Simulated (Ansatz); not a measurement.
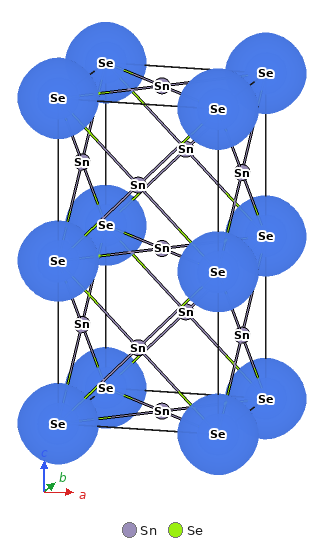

Figure. Sn3Se. Isosurface of the electron localisation function at 0.7 (blue), seen slightly off an axis. Core shells and regions of very low density are left out. Sticks mark near contacts.

Space group Pm-3m; a structure from a database of computed crystals, not necessarily the ambient phase.

Method: DFT PBE+D3(BJ), scalar-relativistic, plane waves, PAW (Ansatz).

In a PAW calculation such maps are meaningful between the atoms, not at the nuclei.

**Describe the localisation domains.**

The surface consists of two regions wrapped around Se (the valence shell of each), counted in one cell of 8 atoms. Any copies at cell faces, edges or corners count once. Along the contacts the grid gives the following. Sn–Se (3.31 Å): the ELF is about 0.20 at the midpoint; no localised pair shows between them.

**Does the calculation give a band gap?**

It is gapless in this calculation (a metal or semimetal).
